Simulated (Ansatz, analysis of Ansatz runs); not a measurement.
**Reproducing a measured charge-transition level: N on an O site in ZnO**

Subject: N on an O site in ZnO. Wanted: its charge-transition level, in one set-up (PBE, 72-site cell, PBE lattice, 420 eV, k: the single point 1/4 1/4 1/4 then 2x2x2 shifted 0.5 0.5 0.5, started with the impurity moved along one bond). The model is a cell of 72 host atoms with 1 O taken out and 1 N put in. The level is the Fermi energy at which two charge states have equal formation energy, after a correction for the images of the charge. A local or semilocal functional is the cheapest first rung.

**The experiment.** (0/-1) level above the valence-band top: 1.4 eV (“Acceptors in ZnO”, 2015, McCluskey et al.).

Method: plane-wave PAW DFT, PBE; relaxation of all atoms of a defect supercell, in Ansatz 0.2.0.

## (1) Starting point

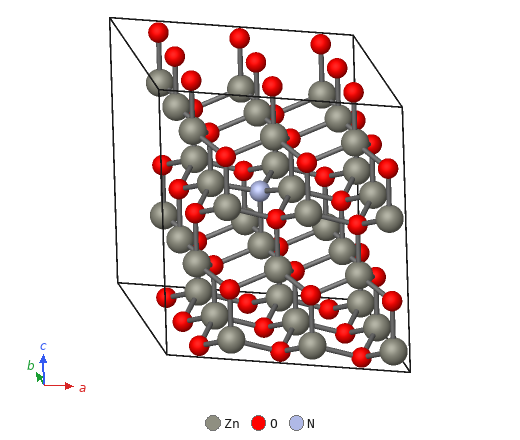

The starting structure, seen slightly off an axis (zinc grey, oxygen red, nitrogen light blue). Some periodic images of atoms are drawn too.

The cell holds 72 atoms: 36 Zn, 35 O and 1 N. Its edges and angles: a = 9.839 Å, b = 9.839 Å, c = 10.587 Å, α = 90.0°, β = 90.0°, γ = 120.0°. It derives from ZnO (space group P6_3mc). Nearest the centre at fractional (0.444, 0.556, 0.440): N36 at 0.15 Å, Zn46 at 2.00 Å, Zn14 at 2.00 Å, Zn38 at 2.00 Å, Zn33 at 2.01 Å, O43 at 3.25 Å, O47 at 3.25 Å, O11 at 3.25 Å.

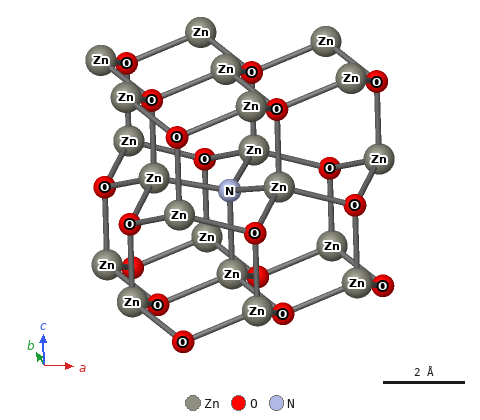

The atoms within 5 Å of the centre.

The host's primitive cell comes from a first run (plane-wave PAW DFT, PBE; relaxation of the host's cell and atoms): vectors of 3.280, 3.280 and 5.293 Å. That is 12.33 Å³ an atom, 3.6 % over the diffraction cell's volume. The supercell is built on it.

## (2) Relaxation, charge 0

Every later number rests on the structure around the defect, so the atoms are relaxed at the host's lattice first.

relax0/input.yaml

```yaml
relax:
  f_tol: 0.02
  max_steps: 80
  random_displacement: { amplitude: 0.02, seed: 938 }
crystal:
  lattice:
    - [9.83855992, 0.0, 0.0]
    - [-4.91927996, 8.52044283, 0.0]
    - [0.0, 0.0, 10.58650209]
  atoms:
    - { symbol: Zn, position: [0.111111111, 0.222222222, 0.249983552] }
    - { symbol: Zn, position: [0.222222222, 0.111111111, -1.6448e-05] }
    - { symbol: O, position: [0.222222222, 0.111111111, 0.189521448] }
    - { symbol: O, position: [0.111111111, 0.222222222, 0.439521448] }
    - { symbol: Zn, position: [0.111111111, 0.222222222, 0.749983552] }
    - { symbol: Zn, position: [0.222222222, 0.111111111, 0.499983552] }
    - { symbol: O, position: [0.222222222, 0.111111111, 0.689521448] }
    - { symbol: O, position: [0.111111111, 0.222222222, 0.939521448] }
    - { symbol: Zn, position: [0.111111111, 0.555555556, 0.249983552] }
    - { symbol: Zn, position: [0.222222222, 0.444444444, -1.6448e-05] }
    - { symbol: O, position: [0.222222222, 0.444444444, 0.189521448] }
    - { symbol: O, position: [0.111111111, 0.555555556, 0.439521448] }
    - { symbol: Zn, position: [0.111111111, 0.555555556, 0.749983552] }
    - { symbol: Zn, position: [0.222222222, 0.444444444, 0.499983552] }
    - { symbol: O, position: [0.222222222, 0.444444444, 0.689521448] }
    - { symbol: O, position: [0.111111111, 0.555555556, 0.939521448] }
    - { symbol: Zn, position: [0.111111111, 0.888888889, 0.249983552] }
    - { symbol: Zn, position: [0.222222222, 0.777777778, -1.6448e-05] }
    - { symbol: O, position: [0.222222222, 0.777777778, 0.189521448] }
    - { symbol: O, position: [0.111111111, 0.888888889, 0.439521448] }
    - { symbol: Zn, position: [0.111111111, 0.888888889, 0.749983552] }
    - { symbol: Zn, position: [0.222222222, 0.777777778, 0.499983552] }
    - { symbol: O, position: [0.222222222, 0.777777778, 0.689521448] }
    - { symbol: O, position: [0.111111111, 0.888888889, 0.939521448] }
    - { symbol: Zn, position: [0.444444444, 0.222222222, 0.249983552] }
    - { symbol: Zn, position: [0.555555556, 0.111111111, -1.6448e-05] }
    - { symbol: O, position: [0.555555556, 0.111111111, 0.189521448] }
    - { symbol: O, position: [0.444444444, 0.222222222, 0.439521448] }
    - { symbol: Zn, position: [0.444444444, 0.222222222, 0.749983552] }
    - { symbol: Zn, position: [0.555555556, 0.111111111, 0.499983552] }
    - { symbol: O, position: [0.555555556, 0.111111111, 0.689521448] }
    - { symbol: O, position: [0.444444444, 0.222222222, 0.939521448] }
    - { symbol: Zn, position: [0.444444444, 0.555555556, 0.249983552] }
    - { symbol: Zn, position: [0.555555556, 0.444444444, -1.6448e-05] }
    - { symbol: O, position: [0.555555556, 0.444444444, 0.189521448] }
    - { symbol: "N", position: [0.444444444, 0.555555556, 0.453690434] }
    - { symbol: Zn, position: [0.444444444, 0.555555556, 0.749983552] }
    - { symbol: Zn, position: [0.555555556, 0.444444444, 0.499983552] }
    - { symbol: O, position: [0.555555556, 0.444444444, 0.689521448] }
    - { symbol: O, position: [0.444444444, 0.555555556, 0.939521448] }
    - { symbol: Zn, position: [0.444444444, 0.888888889, 0.249983552] }
    - { symbol: Zn, position: [0.555555556, 0.777777778, -1.6448e-05] }
    - { symbol: O, position: [0.555555556, 0.777777778, 0.189521448] }
    - { symbol: O, position: [0.444444444, 0.888888889, 0.439521448] }
    - { symbol: Zn, position: [0.444444444, 0.888888889, 0.749983552] }
    - { symbol: Zn, position: [0.555555556, 0.777777778, 0.499983552] }
    - { symbol: O, position: [0.555555556, 0.777777778, 0.689521448] }
    - { symbol: O, position: [0.444444444, 0.888888889, 0.939521448] }
    - { symbol: Zn, position: [0.777777778, 0.222222222, 0.249983552] }
    - { symbol: Zn, position: [0.888888889, 0.111111111, -1.6448e-05] }
    - { symbol: O, position: [0.888888889, 0.111111111, 0.189521448] }
    - { symbol: O, position: [0.777777778, 0.222222222, 0.439521448] }
    - { symbol: Zn, position: [0.777777778, 0.222222222, 0.749983552] }
    - { symbol: Zn, position: [0.888888889, 0.111111111, 0.499983552] }
    - { symbol: O, position: [0.888888889, 0.111111111, 0.689521448] }
    - { symbol: O, position: [0.777777778, 0.222222222, 0.939521448] }
    - { symbol: Zn, position: [0.777777778, 0.555555556, 0.249983552] }
    - { symbol: Zn, position: [0.888888889, 0.444444444, -1.6448e-05] }
    - { symbol: O, position: [0.888888889, 0.444444444, 0.189521448] }
    - { symbol: O, position: [0.777777778, 0.555555556, 0.439521448] }
    - { symbol: Zn, position: [0.777777778, 0.555555556, 0.749983552] }
    - { symbol: Zn, position: [0.888888889, 0.444444444, 0.499983552] }
    - { symbol: O, position: [0.888888889, 0.444444444, 0.689521448] }
    - { symbol: O, position: [0.777777778, 0.555555556, 0.939521448] }
    - { symbol: Zn, position: [0.777777778, 0.888888889, 0.249983552] }
    - { symbol: Zn, position: [0.888888889, 0.777777778, -1.6448e-05] }
    - { symbol: O, position: [0.888888889, 0.777777778, 0.189521448] }
    - { symbol: O, position: [0.777777778, 0.888888889, 0.439521448] }
    - { symbol: Zn, position: [0.777777778, 0.888888889, 0.749983552] }
    - { symbol: Zn, position: [0.888888889, 0.777777778, 0.499983552] }
    - { symbol: O, position: [0.888888889, 0.777777778, 0.689521448] }
    - { symbol: O, position: [0.777777778, 0.888888889, 0.939521448] }
  host:
    repeats: [3, 3, 2]
    atoms:
      - { symbol: Zn, position: [0.333333333, 0.666666667, 0.499967103] }
      - { symbol: Zn, position: [0.666666667, 0.333333333, -3.2897e-05] }
      - { symbol: O, position: [0.666666667, 0.333333333, 0.379042897] }
      - { symbol: O, position: [0.333333333, 0.666666667, 0.879042897] }
basis:
  ecutwfc: 420
  xc_grid: 2
hamiltonian:
  xc: pbe
kpoints:
  mp_grid: { grid: [1, 1, 1], shift: [0.25, 0.25, 0.25] }
magnetization:
  spin_polarized: true
  initial_magnetization: 1
  spin_locking: { lock_magnetization: hard }
scf:
  occupations: { method: fermi_dirac, width: 0.01 }
  max_iter: 120
output:
  forces: true
  charged_corrections:
    epsilon: [5.21, 5.21, 5.27]
    static_epsilon: [10.56, 10.56, 11.59]
    defect_position: [0.444444, 0.555556, 0.439521]
checkpoint:
  write: "../relax0.run"
  compress: false
  write_wavefunctions: true
  write_every: 100000
```

The run is started by

```
ansatz run input.yaml --threads 4 --pin off --max-ram 7536MiB --backend cpu --events-out ev --progress --plain --runs-dir out
```

Numbers of over 12 decimals in the logs are rounded to 6 here.

The program printed:

```text
[... repeated set-up lines and file paths are left out, and long positions are rounded to six places ...]
Engine: ansatz 0.2.0, aarch64-unknown-linux-gnu
Pseudopotentials: kind: paw
Pseudopotential: Zn, paw, valence charge 12, recommended cutoff 420 eV (normal), Zn.paw.azcp
Pseudopotential: O, paw, valence charge 6, recommended cutoff 420 eV (normal), O.paw.azcp
Pseudopotential: N, paw, valence charge 5, recommended cutoff 420 eV (normal), N.paw.azcp
Functional definition: PBE
  parameter kappa = 0.804
  parameter beta = 0.066725
  exchange = pbe_x(kappa = kappa, mu = beta*pi^2/3)
  correlation = pbe_c(beta = beta)
Crystal: 72 atoms, lattice volume = 887.455 Å³
Basis set: ecut = 420 eV, 17351 PW (Γ), exchange–correlation on 144×144×144 points (8 copies of the dense FFT grid, shifted against one another)
Bands: 396, of which v1, the nominal top of the filled ones, is band 324 counted from 1 (323 counted from 0)
Symmetry: 1 space group operations
k-points: 1
Non-local potential: Zn, projectors of the file, l = 0: 2, l = 1: 2, l = 2: 3, l = 3: 1
Non-local potential: O, projectors of the file, l = 0: 2, l = 1: 2, l = 2: 1
Non-local potential: N, projectors of the file, l = 0: 2, l = 1: 2, l = 2: 1
PAW form: soft (Blöchl's): semilocal exchange-correlation on the pseudo side does not see the compensation charge
PAW one-centre angular grid: Zn, 590 points (default); XC on 64 Gauss nodes
PAW one-centre angular grid: O, 110 points (default); XC on 64 Gauss nodes
PAW one-centre angular grid: N, 110 points (default); XC on 64 Gauss nodes
Initial density: superposition of atomic densities (chi_scale 0.1, normalization cell, long waves kept (reshape's long-wave potential 0.19 eV rms))
Starting moments: Σ|m| = 1 μB on 72 of 72 sites
Initial wavefunctions: pseudopotential atomic-orbital guess
Functional: x = pbe(κ = 0.804, μ = 0.219515), c = pbe(β = 0.066725)
SCF iter   1: F=—  HF=-139759.820939 eV  |F-HF|=—  |Δ(HF+E_count)|=         —  Δρ=5.19e-2 (↑5.01e-2 ↓5.19e-2)  dr2=6.12e1  dr2_m=3.15e-2  M=1.000 μB ∫|m|=1.036 μB  β_m=0.30  ethr=3.10e-3  ⟨swp⟩=6.0  Hψ=2872  notcnv=0
preconditioner: auto → Resta (q_TF=auto, 2.588 Å⁻¹)  ε∞=6.4  [insulator: Δε(μ)=0.049 eV  Ē_g=13.584 eV  σ=0.010 eV  W_gap=0.84  n_scr=242 (ndim 8)  ℏωp=31.7 eV  f_vac=0.001  D(μ)=14.83/eV (n_scr^D=70)  ε∞_Penn≈6.4]
spin=Collinear: Resta preconditioning applied to the charge; magnetization (m = ρ↑ − ρ↓) channel mixes plain (no charge-response kernel on spin).
SCF iter   2: F=—  HF=-139746.138769 eV  |F-HF|=—  |Δ(HF+E_count)|=    1.37e1  Δρ=2.67e-2 (↑2.61e-2 ↓2.67e-2)  dr2=1.72e1  dr2_m=2.81e-2  M=1.000 μB ∫|m|=1.058 μB  β_m=0.42  ethr=3.10e-3  ⟨swp⟩=2.0  Hψ=1502  notcnv=0  defer=132
SCF iter   3: F=—  HF=-139741.817407 eV  |F-HF|=—  |Δ(HF+E_count)|=    4.32e0  Δρ=1.37e-2 (↑1.06e-2 ↓1.37e-2)  dr2=3.67e0  dr2_m=1.52e-1  M=1.000 μB ∫|m|=1.122 μB  β_m=0.57  ethr=2.66e-3  ⟨swp⟩=2.0  Hψ=914  notcnv=0  defer=132
SCF iter   4: F=—  HF=-139741.027504 eV  |F-HF|=—  |Δ(HF+E_count)|=   7.90e-1  Δρ=4.65e-3 (↑4.65e-3 ↓4.20e-3)  dr2=7.02e-1  dr2_m=8.81e-3  M=1.000 μB ∫|m|=1.115 μB  β_m=0.58  ethr=5.67e-4  ⟨swp⟩=2.0  Hψ=1250  notcnv=0  defer=132
SCF iter   5: F=—  HF=-139741.083539 eV  |F-HF|=—  |Δ(HF+E_count)|=   5.60e-2  Δρ=2.33e-3 (↑2.15e-3 ↓2.33e-3)  dr2=1.70e-1  dr2_m=4.47e-3  M=1.000 μB ∫|m|=1.124 μB  β_m=0.79  ethr=1.08e-4  ⟨swp⟩=2.0  Hψ=1502  notcnv=0  defer=132
SCF iter   6: F=—  HF=-139741.187099 eV  |F-HF|=—  |Δ(HF+E_count)|=   1.04e-1  Δρ=1.58e-3 (↑1.27e-3 ↓1.58e-3)  dr2=4.96e-2  dr2_m=1.94e-3  M=1.000 μB ∫|m|=1.123 μB  β_m=0.74  ethr=2.63e-5  ⟨swp⟩=2.0  Hψ=1250  notcnv=0  defer=132
SCF iter   7: F=—  HF=-139741.199392 eV  |F-HF|=—  |Δ(HF+E_count)|=   1.23e-2  Δρ=7.80e-4 (↑5.17e-4 ↓7.80e-4)  dr2=1.54e-2  dr2_m=5.63e-4  M=1.000 μB ∫|m|=1.125 μB  β_m=0.66  ethr=7.66e-6  ⟨swp⟩=2.0  Hψ=1250  notcnv=0  defer=132
SCF iter   8: F=—  HF=-139741.200797 eV  |F-HF|=—  |Δ(HF+E_count)|=   1.41e-3  Δρ=3.47e-4 (↑2.45e-4 ↓3.47e-4)  dr2=5.70e-3  dr2_m=9.40e-5  M=1.000 μB ∫|m|=1.125 μB  β_m=0.83  ethr=2.39e-6  ⟨swp⟩=2.0  Hψ=1250  notcnv=0  defer=132
SCF iter   9: F=—  HF=-139741.203205 eV  |F-HF|=—  |Δ(HF+E_count)|=   2.41e-3  Δρ=2.19e-4 (↑2.02e-4 ↓2.19e-4)  dr2=3.24e-3  dr2_m=6.64e-6  M=1.000 μB ∫|m|=1.125 μB  β_m=0.72  ethr=8.81e-7  ⟨swp⟩=2.0  Hψ=1376  notcnv=0  defer=132
SCF iter  10: F=—  HF=-139741.202883 eV  |F-HF|=—  |Δ(HF+E_count)|=   3.23e-4  Δρ=1.25e-4 (↑7.77e-5 ↓1.25e-4)  dr2=1.21e-3  dr2_m=2.26e-5  M=1.000 μB ∫|m|=1.125 μB  β_m=0.86  ethr=5.01e-7  ⟨swp⟩=2.0  Hψ=1249  notcnv=0  defer=132
SCF iter  11: F=—  HF=-139741.202863 eV  |F-HF|=—  |Δ(HF+E_count)|=   1.93e-5  Δρ=8.32e-5 (↑6.11e-5 ↓8.32e-5)  dr2=7.79e-4  dr2_m=5.99e-6  M=1.000 μB ∫|m|=1.124 μB  β_m=0.82  ethr=1.87e-7  ⟨swp⟩=2.0  Hψ=1237  notcnv=0  defer=132
SCF iter  12: F=—  HF=-139741.202756 eV  |F-HF|=—  |Δ(HF+E_count)|=   1.08e-4  Δρ=7.25e-5 (↑5.06e-5 ↓7.25e-5)  dr2=3.66e-4  dr2_m=4.34e-6  M=1.000 μB ∫|m|=1.124 μB  β_m=0.77  ethr=1.20e-7  ⟨swp⟩=2.0  Hψ=1237  notcnv=0  defer=132
SCF iter  13: F=—  HF=-139741.202700 eV  |F-HF|=—  |Δ(HF+E_count)|=   5.60e-5  Δρ=5.20e-5 (↑3.76e-5 ↓5.20e-5)  dr2=1.35e-4  dr2_m=2.68e-6  M=1.000 μB ∫|m|=1.123 μB  β_m=0.73  ethr=5.66e-8  ⟨swp⟩=2.0  Hψ=1237  notcnv=0  defer=132
[...]
greatest PAW one-centre occupation: 0.988 electrons in one spin orbital (limit 2), on the Zn atom at site 32 (counted from 0), in its partial waves of l = 2
relax step   1: F+E_penalty+E_count = -139741.20268533 eV  Δ(F+E_penalty+E_count) = +0.000e0 eV  max|allowed force component| = 6.773e-1 eV/Å  Δτ_max = 0.0000 Å  (16 SCF iters, dr2 threshold 1.00e-5 eV, accepted)
[...]
relax step   2: F+E_penalty+E_count = -139741.35372029 eV  Δ(F+E_penalty+E_count) = -1.510e-1 eV  max|allowed force component| = 4.834e-1 eV/Å  Δτ_max = 0.0545 Å  (8 SCF iters, dr2 threshold 2.87e-5 eV, accepted)
relax step   3: F+E_penalty+E_count = -139741.47953016 eV  Δ(F+E_penalty+E_count) = -1.258e-1 eV  max|allowed force component| = 1.650e-1 eV/Å  Δτ_max = 0.1009 Å  (10 SCF iters, dr2 threshold 1.46e-5 eV, accepted)
relax step   4: F+E_penalty+E_count = -139741.49214246 eV  Δ(F+E_penalty+E_count) = -1.261e-2 eV  max|allowed force component| = 1.091e-1 eV/Å  Δτ_max = 0.0187 Å  (10 SCF iters, dr2 threshold 3.17e-6 eV, accepted)
relax step   5: F+E_penalty+E_count = -139741.50085691 eV  Δ(F+E_penalty+E_count) = -8.714e-3 eV  max|allowed force component| = 4.868e-2 eV/Å  Δτ_max = 0.0320 Å  (10 SCF iters, dr2 threshold 1.39e-6 eV, accepted)
relax step   6: F+E_penalty+E_count = -139741.50245741 eV  Δ(F+E_penalty+E_count) = -1.601e-3 eV  max|allowed force component| = 2.746e-2 eV/Å  Δτ_max = 0.0100 Å  (10 SCF iters, dr2 threshold 4.72e-7 eV, accepted)
relax step   7: F+E_penalty+E_count = -139741.50267724 eV  Δ(F+E_penalty+E_count) = -2.198e-4 eV  max|allowed force component| = 9.014e-2 eV/Å  Δτ_max = 0.0259 Å  (12 SCF iters, accepted)
relax step   8: F+E_penalty+E_count = -139741.50370671 eV  Δ(F+E_penalty+E_count) = -1.029e-3 eV  max|allowed force component| = 1.103e-2 eV/Å  Δτ_max = 0.0096 Å  (7 SCF iters, dr2 threshold 2.59e-6 eV, accepted)
[...]
relax step   9: F+E_penalty+E_count = -139741.50370681 eV  Δ(F+E_penalty+E_count) = -9.919e-8 eV  max|allowed force component| = 1.114e-2 eV/Å  Δτ_max = 0.0000 Å  (6 SCF iters, accepted)
NSCF: frozen V_eff on 1 k-points
the band table was solved once a step of the walk had ended and its energy, with any forces and stress, was formed, with the checks that follow a solve (2600 applications of the Hamiltonian). They found nothing against the state; [...]
SCF converged after 6 iterations
Stability checked in part: among states of this total moment the steps that led to this state did not find it unstable. No probe was made; neither looks for a lower state of another moment (fixed_total_moment; see scf.lower_state_search)
Magnetization: 1.0000 μB (324.0000 up, 323.0000 down)
Absolute magnetization: 1.1260 μB (∫|ρ↑−ρ↓|, with the PAW one-centre terms)
Spin contamination: 0.0029 ħ² per cell (⟨S²⟩ above its minimum at these occupations)
Per-site moments (μB) at R_I (Å): [(0.000636381, 0.824259), (0.000510209, 0.823226), (0.00124212, 0.823087), [... 69 left out ...]
Free energy (F): -139741.503707 eV
Harris-Foulkes:  -139741.503707 eV  (|F-HF|=7.57e-10)
Internal energy: -139741.503663 eV  (E = F + TS)
E sigma→0 (E₀):  -139741.503685 eV
Entropy (-TS):   -0.000044 eV (-0.001 meV/atom)
Fermi energy:    6.814921 (↑ 7.770828, ↓ 6.814921) eV
--- Per-component energies (eV) ---
  E_band       = 910.748546
  E_kinetic    = 10931.142151
  E_local      = -72844.861868  (includes V_loc(G=0)·N_el)
  E_nonlocal   = 24019.480819
  E_hartree    = 29895.248083
  E_xc         = -7534.852816
  E_vxc        = -5184.892735  (∫ρ·V_xc dr)
  E_paw        = -71608.392469  (= ΣΔE_a)
  E_vpaw       = -15800.688477  (= ΣTr[D̂ρ^β])
  E_aug_tail   = 0.072419  (compensation charges beyond the density's cutoff)
  E_ewald      = -52599.339981
  E_smearing   = -0.000044  (= −TS)
  E_closure    = -0.000000  (closes the sum)
  Σ components = -139741.503707   (vs F -139741.503707, Δ=0.00e0)
--- Forces (eV/Å), atoms counted from 1 ---
  atom   1  Zn     0.00004035    -0.00538852     0.00262388
  atom   2  Zn     0.00043900    -0.00350508    -0.00125570
  [... 8 atoms left out ...]
  atom  11  O      0.00040783     0.00291036    -0.00469660
  [... 2 atoms left out ...]
  atom  14  Zn    -0.00599501    -0.00565898    -0.00111517
  atom  15  O      0.00038215    -0.00191066     0.00368510
  [... 17 atoms left out ...]
  atom  33  Zn    -0.00499256    -0.00514292     0.01113770
  [... 1 atom left out ...]
  atom  35  O      0.00098724     0.00115458    -0.00268205
  atom  36  N      0.00373399    -0.00115480    -0.00970391
  [... 1 atom left out ...]
  atom  38  Zn     0.00368452    -0.00005688     0.00097850
  [... 4 atoms left out ...]
  atom  43  O      0.00024546     0.00654715    -0.00685300
  [... 2 atoms left out ...]
  atom  46  Zn    -0.00088806     0.00910643    -0.00585856
  atom  47  O      0.00103098    -0.00104354     0.00338693
  [... 25 atoms left out ...]
  max |Σ_I F_I| component: 2.18e-5 eV/Å
--- Band table (eV) ---
  k-point 0 ↑: bands = ["-10.9838", "-10.8903", "-10.8411", "-10.8201", [... 388 left out ...] "16.6821", "16.7068", "16.7368", "16.7451"]
  k-point 0 ↓: bands = ["-10.9672", "-10.8693", "-10.8267", "-10.8018", [... 388 left out ...] "16.6875", "16.7110", "16.7396", "16.7478"]
--- Relaxed structure (9 steps of the walk, 9 accepted, 0 SCFs on fresh bases) ---
  F+E_penalty+E_count = -139741.50370681 eV   max|allowed force component| = 1.114e-2 eV/Å
  atoms:
    - { symbol: Zn, position: [0.111554, 0.223478, 0.251143] }
    - { symbol: Zn, position: [0.222324, 0.111218, 0.000558] }
    [... 8 atoms left out ...]
    - { symbol: O, position: [0.224312, 0.444824, 0.188804] }
    [... 2 atoms left out ...]
    - { symbol: Zn, position: [0.228123, 0.446442, 0.499991] }
    - { symbol: O, position: [0.219023, 0.443748, 0.691506] }
    [... 17 atoms left out ...]
    - { symbol: Zn, position: [0.447800, 0.552441, 0.254846] }
    [... 1 atom left out ...]
    - { symbol: O, position: [0.557399, 0.442862, 0.185994] }
    - { symbol: N, position: [0.443575, 0.556462, 0.439461] }
    [... 1 atom left out ...]
    - { symbol: Zn, position: [0.556014, 0.445378, 0.498394] }
    [... 4 atoms left out ...]
    - { symbol: O, position: [0.555344, 0.775757, 0.189018] }
    [... 2 atoms left out ...]
    - { symbol: Zn, position: [0.554386, 0.771810, 0.500890] }
    - { symbol: O, position: [0.556405, 0.781088, 0.691896] }
    [... 25 atoms left out ...]
```

Elapsed: 9.5 min, on 4 threads of Arm Neoverse V1, shared host; peak memory 3.9 GiB.

(Continued in part 2 of 3.)

[Logs are printed without paths, hosts, clocks, repeated set-up lines and the standing remarks that a program may print on its own settings, such as how far it seeks lower states.]

[Hosts, paths, dates, database ids (printed as entryN), source tags and the programs' standing remarks are cut or masked in the printed files.]

[For some hosts the program warned that the k-mesh of the response run may be too coarse for force constants and the static dielectric constant; such warnings are not shown here.]
